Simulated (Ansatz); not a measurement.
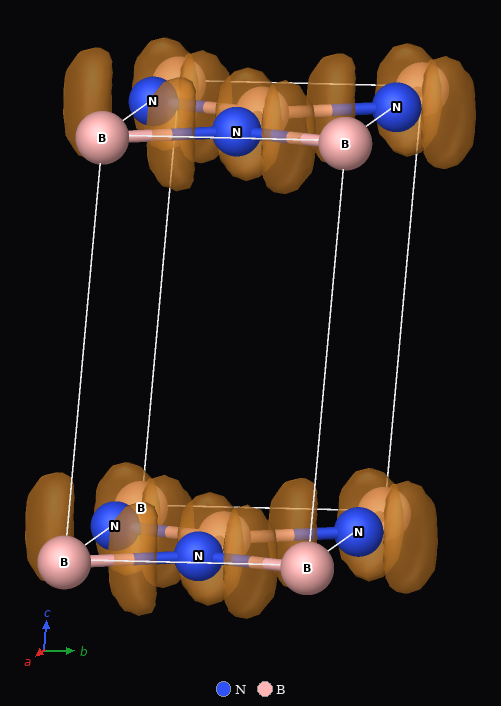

*BN. Isosurface of the electron localisation function at 0.85 (orange), seen slightly off an axis. Only the valence region is drawn (cores and ρ < 0.01 e/Å³ removed). Sticks mark near contacts.*

Space group Cm; a structure from a database of computed crystals, not necessarily the ambient phase.

Computed with Ansatz 0.2.0, Kohn-Sham DFT of a periodic cell, PBE0, Ansatz PAW.

Input

```
crystal:
  lattice:
    - [2.5080409239, 0.0, 0.0]
    - [-1.2467107647, 2.1762310413, 0.0]
    - [-0.6306650796, -1.0881155206, 3.02254]
  atoms:
    - { symbol: "N", position: [0.668506, 0.332385, 0.984999] }
    - { symbol: B, position: [0.979643, 0.983499, 0.001806] }
hamiltonian:
  xc: pbe0
  pseudopotentials: { kind: paw }
kpoints:
  mp_grid: { grid: [7, 7, 5] }
scf:
  occupations: { method: fermi_dirac, width: 0.05 }
output:
  forces: true
  stress: true
  eigenvalues: true
  write_density: true
  write_potential: true
  elf: true
  volumetric_format: npy
relax:
  f_tol: 0.01
  max_steps: 40
  cell: { stress_tol: 0.05 }
```

Below, planes, directions and counts refer to the conventional cell (a = 4.32 Å, b = 2.50 Å, c = 4.58 Å, α = 90.02°, β = 117.88°, γ = 90.00°).

The fields are those of the run's last geometry, not of the input's.

Q: Where are the electrons localised?

A: The surface consists of six regions between bonded B–N atoms (shared pairs), counted in one cell of 4 atoms. Regions shared between cells count once.

Values along the shortest contacts:
B–N (1.44 Å): the ELF peaks at about 0.95 between the atoms; a polar covalent bond.
